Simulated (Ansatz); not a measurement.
**Geometry relaxation, with input and output: SiC (part 1 of 2)**

- system: SiC (12 atoms in the cell)
- method: DFT LDA, scalar-relativistic, plane waves, PAW, no spin polarisation (Ansatz 0.2.0)

The structure derives from a Materials Project entry. Figures and captions count atoms from 1; the log counts them from 0 in places.

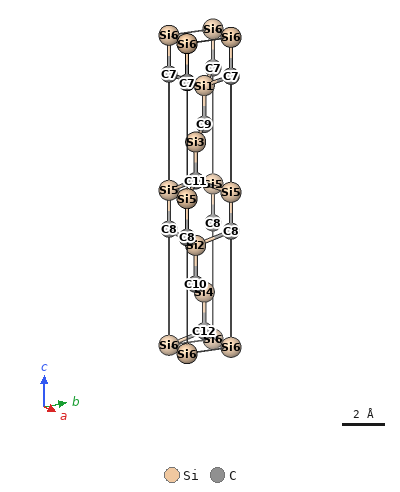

*The starting structure (ball-and-stick view of the cell of the calculation, seen slightly off an axis; atoms are numbered from 1 in the order of the input).*

Near neighbours in the crystal (not all of them lie inside the picture): Si has 4 C at 1.88 to 1.89 Å; C has 4 Si at 1.88 to 1.89 Å.

Summary

| quantity | value |
| --- | --- |
| outcome | converged |
| space group (tolerance 0.01 Å) | P6₃mc (186) |
| electrons treated | 48 |
| free energy | −5113.2180 eV |
| Fermi energy | 10.532 eV |
| gap on the k-point mesh | 1.98 eV |
| pressure | −0.02 GPa |
| final volume | 121.68 Å³ |
| largest force (length of the vector) at the end | 0.001 eV/Å |
| final cell | a = 3.059 Å, b = 3.059 Å, c = 15.012 Å, α = 90.00°, β = 90.00°, γ = 120.00° |
| hardware | 8 threads of Intel Xeon @ 2.10GHz (Emerald Rapids), 189 GiB of memory available, shared host |
| wall time | 30 s (CPU time 1.7 min) |
| peak memory | 0.64 GiB |

Input
```yaml
crystal:
  lattice:
    - [3.07662101, 0.0, 0.0]
    - [-1.53831051, 2.66443195, 0.0]
    - [0.0, 0.0, 15.09808432]
  atoms:
    - { symbol: Si, position: [0.33333333, 0.66666667, 0.83298615] }
    - { symbol: Si, position: [0.66666667, 0.33333333, 0.33298615] }
    - { symbol: Si, position: [0.66666667, 0.33333333, 0.6665006] }
    - { symbol: Si, position: [0.33333333, 0.66666667, 0.1665006] }
    - { symbol: Si, position: [0.0, 0.0, 0.49972942] }
    - { symbol: Si, position: [0.0, 0.0, 0.99972942] }
    - { symbol: C, position: [0.0, 0.0, 0.87436641] }
    - { symbol: C, position: [0.0, 0.0, 0.37436641] }
    - { symbol: C, position: [0.33333333, 0.66666667, 0.70799678] }
    - { symbol: C, position: [0.66666667, 0.33333333, 0.20799678] }
    - { symbol: C, position: [0.66666667, 0.33333333, 0.54152164] }
    - { symbol: C, position: [0.33333333, 0.66666667, 0.04152164] }
basis:
  ecutwfc: 420
kpoints:
  mp_grid: { grid: [12, 12, 2] }
hamiltonian:
  xc: lda
scf:
  occupations: { method: gaussian, width: 0.02 }
output:
  forces: true
  stress: true
  eigenvalues: true
  write_density: true
  write_potential: true
  elf: true
  volumetric_format: npy
relax:
  adjacent_minimum: "off"
  f_tol: 0.005
  max_steps: 80
  cell: { stress_tol: 0.05 }
```

Launch command:
```bash
ansatz run input.yaml --threads 8 --pin off --max-ram 20480MiB --backend cpu --events-out ev --progress --plain --runs-dir out
```

The program's output
```
Engine: ansatz 0.2.0, x86_64-unknown-linux-gnu
Pseudopotentials: kind: paw
Pseudopotential: Si, paw, valence charge 4, recommended cutoff 420 eV (normal), Si.paw.azcp
Pseudopotential: C, paw, valence charge 4, recommended cutoff 420 eV (normal), C.paw.azcp
Functional definition: SPW92
  exchange = slater_x
  correlation = pw_c
Crystal: 12 atoms, lattice volume = 123.766 Å³
Basis set: ecut = 420 eV, 2415 PW (Γ)
Bands: 36, of which v1, the nominal top of the filled ones, is band 24 counted from 1 (23 counted from 0)
Symmetry: 12 space group operations
Space group: P63mc (ITA 186), of the structure as read, at distance tolerance 5.0e-5 Å
k-points: 38 of 288
Non-local potential: Si, projectors of the file, l = 0: 2, l = 1: 2, l = 2: 2
Non-local potential: C, projectors of the file, l = 0: 2, l = 1: 2, l = 2: 1
PAW form: soft (Blöchl's): semilocal exchange-correlation on the pseudo side does not see the compensation charge
PAW frozen core: Si, regenerated for the run's functional, and the local potential with it (the file was generated under x = pbe(κ = 0.804, μ = 0.2195149727645171), c = pbe(β = 0.06672455060314922))
PAW frozen core: C, regenerated for the run's functional, and the local potential with it (the file was generated under x = pbe(κ = 0.804, μ = 0.2195149727645171), c = pbe(β = 0.06672455060314922))
PAW one-centre angular grid: Si, 110 points (default); XC on 64 Gauss nodes
PAW one-centre angular grid: C, 110 points (default); XC on 64 Gauss nodes
Initial density: superposition of atomic densities (neutral atoms: chi_scale 0, normalization atom), corrected by the library's trained network
Initial wavefunctions: pseudopotential atomic-orbital guess
Functional: x = slater, c = lda
SCF iter   1: F=—  HF=-5113.216114 eV  |F-HF|=—  |Δ(HF+E_count)|=         —  Δρ=7.83e-3  dr2=7.96e-2  ethr=1.77e-3  ⟨swp⟩=6.9  Hψ=7025  notcnv=0  defer=25
preconditioner: auto → none  [insulator: Δε(μ)=1.905 eV  Ē_g=11.823 eV  σ=0.020 eV  W_gap=1.00  n_scr=10 (ndim 8)  ℏωp=23.1 eV  f_vac=0.000  D(μ)=0.00/eV (n_scr^D=0)  ε∞_Penn≈4.8]
SCF iter   2: F=—  HF=-5113.193532 eV  |F-HF|=—  |Δ(HF+E_count)|=   2.26e-2  Δρ=2.69e-3  dr2=3.80e-3  ethr=1.66e-4  ⟨swp⟩=2.7  Hψ=2615  notcnv=0  defer=267
SCF iter   3: F=—  HF=-5113.192624 eV  |F-HF|=—  |Δ(HF+E_count)|=   9.08e-4  Δρ=9.19e-4  dr2=4.42e-4  ethr=7.92e-6  ⟨swp⟩=1.1  Hψ=1103  notcnv=0  defer=267
SCF iter   4: F=—  HF=-5113.192543 eV  |F-HF|=—  |Δ(HF+E_count)|=   8.08e-5  Δρ=6.55e-5  dr2=2.07e-5  ethr=9.20e-7  ⟨swp⟩=2.2  Hψ=1993  notcnv=0  defer=267
SCF iter   5: F=—  HF=-5113.192534 eV  |F-HF|=—  |Δ(HF+E_count)|=   9.13e-6  Δρ=2.28e-5  dr2=6.23e-7  ethr=4.31e-8  ⟨swp⟩=2.1  Hψ=1721  notcnv=0  defer=267
SCF iter   6: F=-5113.192534 eV  HF=-5113.192534 eV  |F-HF|=1.41e-8  |Δ(HF+E_count)|=   2.77e-8  Δρ=6.10e-6  dr2=3.77e-8  ethr=2.08e-10  ⟨swp⟩=15.5  Hψ=10430  notcnv=0
SCF 1 converged in 6 iterations: F = -5113.192534 eV  dr2 = 3.77e-8
  greatest PAW one-centre occupation: 0.638 electrons in one spin orbital (limit 2), on the C atom at site 7 (counted from 0), in its partial waves of l = 0
relax step   1: F+E_penalty+E_count = -5113.19253392 eV  Δ(F+E_penalty+E_count) = +0.000e0 eV  max|allowed force component| = 3.000e-3 eV/Å  Δτ_max = 0.0000 Å  P = -3.809 GPa  Ω = 123.766 Å³  (6 SCF iters, dr2 threshold 1.00e-7 eV, accepted)
Crystal: 12 atoms, lattice volume = 122.631 Å³
Basis set: ecut = 420 eV, 2379 PW (Γ)
Initial density: handed on by an earlier stage of this run
Initial wavefunctions: those handed on with the density
iter 1 solved again at ethr=1.89e-5 eV; its pass at ethr=3.10e-3 eV (dr2=9.09e-3 eV) is discarded
SCF iter   1: F=—  HF=-5113.218035 eV  |F-HF|=—  |Δ(HF+E_count)|=         —  Δρ=2.41e-3  dr2=8.67e-3  ethr=1.89e-5  ⟨swp⟩=3.3  Hψ=5041  notcnv=0
preconditioner: auto → none  [insulator: Δε(μ)=2.008 eV  Ē_g=11.941 eV  σ=0.020 eV  W_gap=1.00  n_scr=10 (ndim 8)  ℏωp=23.2 eV  f_vac=0.000  D(μ)=0.00/eV (n_scr^D=0)  ε∞_Penn≈4.8]
SCF iter   2: F=—  HF=-5113.215193 eV  |F-HF|=—  |Δ(HF+E_count)|=   2.84e-3  Δρ=3.59e-4  dr2=1.89e-4  ethr=1.81e-5  ⟨swp⟩=2.1  Hψ=2492  notcnv=0
SCF iter   3: F=—  HF=-5113.215129 eV  |F-HF|=—  |Δ(HF+E_count)|=   6.34e-5  Δρ=1.11e-4  dr2=1.22e-5  ethr=3.93e-7  ⟨swp⟩=2.6  Hψ=2298  notcnv=0
SCF iter   4: F=—  HF=-5113.215125 eV  |F-HF|=—  |Δ(HF+E_count)|=   4.46e-6  Δρ=1.97e-5  dr2=1.61e-6  ethr=2.54e-8  ⟨swp⟩=2.9  Hψ=2461  notcnv=0
iter 5 did not close the SCF: its close was put off for the readings that it lacked (scf_convergence_deferred on its scf_iter line)
SCF iter   5: F=-5113.215124 eV  HF=-5113.215124 eV  |F-HF|=1.83e-8  |Δ(HF+E_count)|=   3.77e-7  Δρ=7.09e-6  dr2=5.12e-8  ethr=3.35e-9  ⟨swp⟩=2.2  Hψ=1857  notcnv=0
SCF iter   6: F=-5113.215124 eV  HF=-5113.215124 eV  |F-HF|=4.66e-10  |Δ(HF+E_count)|=   1.36e-9  Δρ=1.35e-6  dr2=1.46e-9  ethr=1.07e-10  ⟨swp⟩=8.3  Hψ=8968  notcnv=0
SCF 2 converged in 6 iterations: F = -5113.215124 eV  dr2 = 1.46e-9
  greatest PAW one-centre occupation: 0.639 electrons in one spin orbital (limit 2), on the C atom at site 7 (counted from 0), in its partial waves of l = 0
relax step   2: F+E_penalty+E_count = -5113.21512441 eV  Δ(F+E_penalty+E_count) = -2.259e-2 eV  max|allowed force component| = 1.573e-3 eV/Å  Δτ_max = 0.0001 Å  P = -1.757 GPa  Ω = 122.631 Å³  energy of the carried Pulay correction = +2.821e-3 eV  (6 SCF iters, dr2 threshold 1.20e-6 eV, accepted)
Crystal: 12 atoms, lattice volume = 121.676 Å³
iter 1 solved again at ethr=1.38e-5 eV; its pass at ethr=3.10e-3 eV (dr2=6.60e-3 eV) is discarded
SCF iter   1: F=—  HF=-5113.224788 eV  |F-HF|=—  |Δ(HF+E_count)|=         —  Δρ=2.07e-3  dr2=6.30e-3  ethr=1.38e-5  ⟨swp⟩=3.3  Hψ=4891  notcnv=0
preconditioner: auto → none  [insulator: Δε(μ)=2.002 eV  Ē_g=11.997 eV  σ=0.020 eV  W_gap=1.00  n_scr=10 (ndim 8)  ℏωp=23.3 eV  f_vac=0.000  D(μ)=0.00/eV (n_scr^D=0)  ε∞_Penn≈4.8]
SCF iter   2: F=—  HF=-5113.222715 eV  |F-HF|=—  |Δ(HF+E_count)|=   2.07e-3  Δρ=3.08e-4  dr2=1.38e-4  ethr=1.31e-5  ⟨swp⟩=2.1  Hψ=2347  notcnv=0
SCF iter   3: F=—  HF=-5113.222666 eV  |F-HF|=—  |Δ(HF+E_count)|=   4.90e-5  Δρ=9.53e-5  dr2=8.79e-6  ethr=2.87e-7  ⟨swp⟩=2.6  Hψ=2300  notcnv=0
iter 4 did not close the SCF: its close was put off for the readings that it lacked (scf_convergence_deferred on its scf_iter line)
SCF iter   4: F=-5113.222661 eV  HF=-5113.222662 eV  |F-HF|=9.66e-7  |Δ(HF+E_count)|=   3.24e-6  Δρ=1.67e-5  dr2=1.13e-6  ethr=1.83e-8  ⟨swp⟩=2.9  Hψ=2452  notcnv=0
iter 5 did not close the SCF: its close was put off for the readings that it lacked (scf_convergence_deferred on its scf_iter line)
SCF iter   5: F=-5113.222662 eV  HF=-5113.222662 eV  |F-HF|=1.42e-8  |Δ(HF+E_count)|=   2.65e-7  Δρ=6.02e-6  dr2=3.77e-8  ethr=2.36e-9  ⟨swp⟩=2.2  Hψ=1865  notcnv=0
SCF iter   6: F=-5113.222662 eV  HF=-5113.222662 eV  |F-HF|=3.26e-10  |Δ(HF+E_count)|=   1.52e-9  Δρ=1.16e-6  dr2=1.06e-9  ethr=7.86e-11  ⟨swp⟩=8.3  Hψ=8951  notcnv=0
SCF 3 converged in 6 iterations: F = -5113.222662 eV  dr2 = 1.06e-9
  greatest PAW one-centre occupation: 0.640 electrons in one spin orbital (limit 2), on the C atom at site 7 (counted from 0), in its partial waves of l = 0
relax step   3: F+E_penalty+E_count = -5113.22266200 eV  Δ(F+E_penalty+E_count) = -7.538e-3 eV  max|allowed force component| = 8.023e-4 eV/Å  Δτ_max = 0.0001 Å  P = +0.042 GPa  Ω = 121.676 Å³  energy of the carried Pulay correction = +5.215e-3 eV  (6 SCF iters, dr2 threshold 1.20e-6 eV, accepted)
Initial wavefunctions: pseudopotential atomic-orbital guess (no wavefunctions were taken with the density)
iter 1 solved again at ethr=7.78e-8 eV; its pass at ethr=3.10e-3 eV (dr2=3.73e-5 eV) is discarded
SCF iter   1: F=—  HF=-5113.218010 eV  |F-HF|=—  |Δ(HF+E_count)|=         —  Δρ=8.38e-5  dr2=1.37e-6  ethr=7.78e-8  ⟨swp⟩=3.5  Hψ=11200  notcnv=0
preconditioner: auto → none  [insulator: Δε(μ)=1.977 eV  Ē_g=11.985 eV  σ=0.020 eV  W_gap=1.00  n_scr=10 (ndim 8)  ℏωp=23.3 eV  f_vac=0.000  D(μ)=0.00/eV (n_scr^D=0)  ε∞_Penn≈4.8]
SCF iter   2: F=—  HF=-5113.218009 eV  |F-HF|=—  |Δ(HF+E_count)|=   1.09e-6  Δρ=4.02e-5  dr2=2.43e-7  ethr=2.86e-9  ⟨swp⟩=2.6  Hψ=2234  notcnv=0
SCF iter   3: F=—  HF=-5113.218009 eV  |F-HF|=—  |Δ(HF+E_count)|=   1.94e-7  Δρ=7.32e-6  dr2=1.09e-8  ethr=5.06e-10  ⟨swp⟩=1.0  Hψ=1368  notcnv=0
SCF iter   4: F=—  HF=-5113.218009 eV  |F-HF|=—  |Δ(HF+E_count)|=   6.18e-9  Δρ=4.95e-7  dr2=2.01e-10  ethr=2.26e-11  ⟨swp⟩=2.6  Hψ=2167  notcnv=0
iter 5 did not close the SCF: its close was put off for the readings that it lacked (scf_convergence_deferred on its scf_iter line)
SCF iter   5: F=-5113.218009 eV  HF=-5113.218009 eV  |F-HF|=3.64e-11  |Δ(HF+E_count)|=  1.09e-11  Δρ=1.78e-7  dr2=4.92e-11  ethr=1.00e-12  ⟨swp⟩=2.4  Hψ=1921  notcnv=0
SCF iter   6: F=-5113.218009 eV  HF=-5113.218009 eV  |F-HF|=9.09e-13  |Δ(HF+E_count)|=  1.00e-11  Δρ=2.23e-8  dr2=3.80e-13  ethr=1.00e-12  ⟨swp⟩=5.0  Hψ=5784  notcnv=0
SCF 4 converged in 6 iterations: F = -5113.218009 eV  dr2 = 3.80e-13
relax step   4: F+E_penalty+E_count = -5113.21800919 eV  Δ(F+E_penalty+E_count) = +4.653e-3 eV  max|allowed force component| = 8.211e-4 eV/Å  Δτ_max = 0.0000 Å  P = -0.022 GPa  Ω = 121.676 Å³  stress off target by 3.75e-2 GPa  SCF on the basis re-selected at this cell (its energy is not comparable with the rows above)  (6 SCF iters)
```

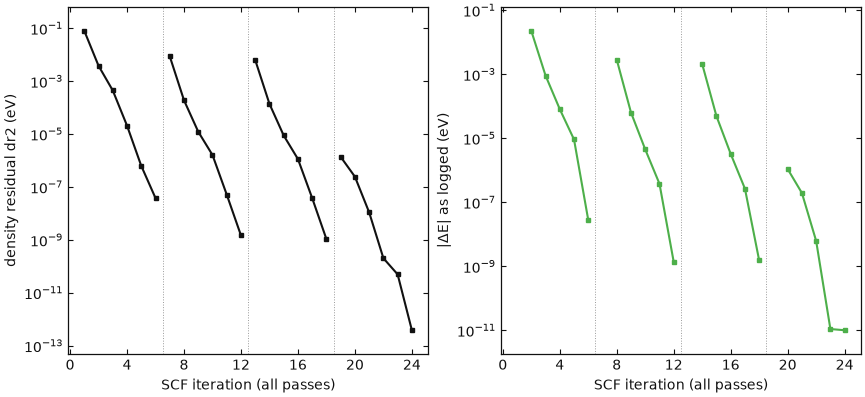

*Convergence of the self-consistent field: density residual dr2 and size of the energy change against the SCF iteration. The dotted lines part the SCF passes of the relaxation: geometry steps, rejected trials and re-solves on a re-selected basis.*

The passes take 6, 6, 6 and 6 iterations.

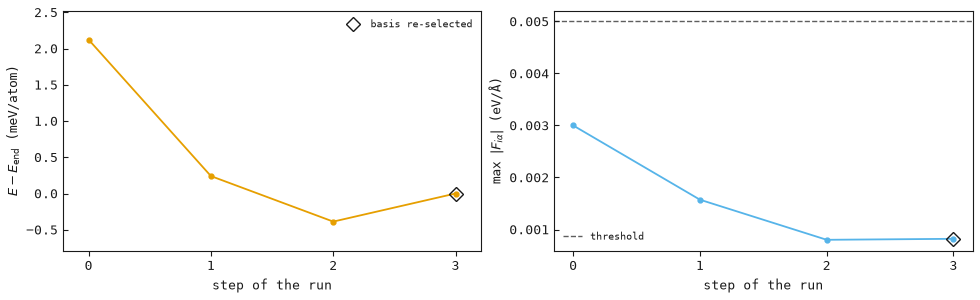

*Progress of the relaxation, step by step (the first geometry is step 0 here and step 1 in the log).*

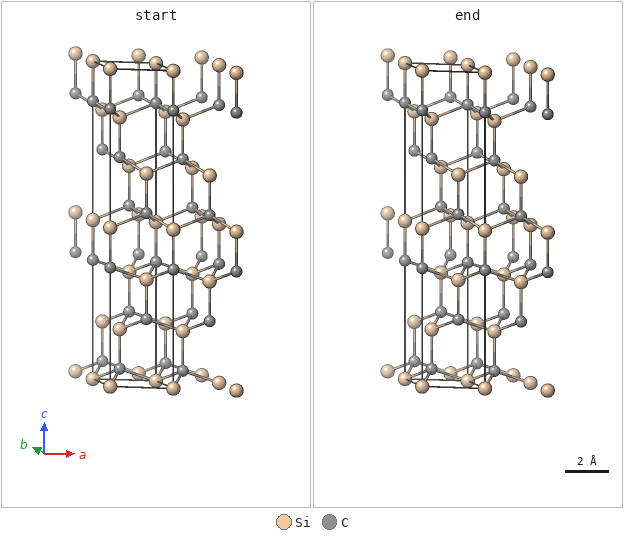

*Before (left) and after (right) the relaxation, at one scale (ball-and-stick view of the cell of the calculation, repeated 2 × 2 × 1, seen slightly off an axis).*

The atoms keep their places relative to the cell (all moves are under 0.005 Å). The volume changes by −1.7 %, with a = b 3.077 → 3.059 Å (−0.6 %), c 15.098 → 15.012 Å (−0.6 %). Distances before and after: Si1–C9 1.887 → 1.876 Å, Si5–C11 1.885 → 1.874 Å, Si1–C7 1.883 → 1.872 Å. The space group stays P6_3mc (No. 186). After 2 geometry steps the energy has fallen by 2.5 meV per atom. The largest force component goes from 0.003 to 0.00082 eV/Å. Pressure: −3.81 GPa at the start and −0.02 GPa at the end. A last SCF at the same geometry on a re-selected plane-wave basis shifts the energy by +0.4 meV per atom. (Atoms are counted from 1 in the order of the input.)
